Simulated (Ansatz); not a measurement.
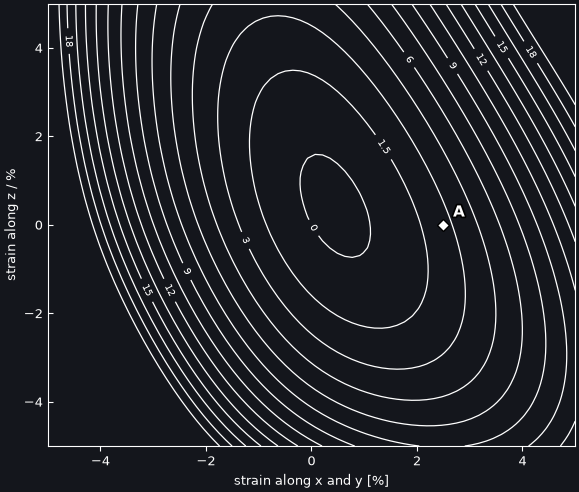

LiCl (Fm-3m, No. 225; 2 atoms in the cell). The cell is strained homogeneously, by one strain along x and y and another along z, with fractional coordinates fixed (x, y and z along the cube axes). First axis: strain along x and y. Second axis: strain along z. The grid has 5 × 5 points. Points are written as (first, second). Energies are in meV/atom, from the lowest grid point. The reference cell is the one listed in the database, not relaxed at this level. Theory: DFT PBE, scalar-relativistic, plane waves, PAW (Ansatz). Settings: cutoff 420 eV, k-mesh 8×8×8, gaussian smearing 0.05 eV, no spin polarisation.

The picture shows contour lines labelled in meV/atom (none above 19.5), the point A. Between grid points the surface is interpolated.

Is A at rest? If not, where is it pushed?

A, at (2.5 %, 0.0 %), is not a stationary point. The computed force is 2.7 meV/atom for each 1 % towards smaller values of strain along x and y and 0.75 meV/atom for each 1 % towards smaller values of strain along z.
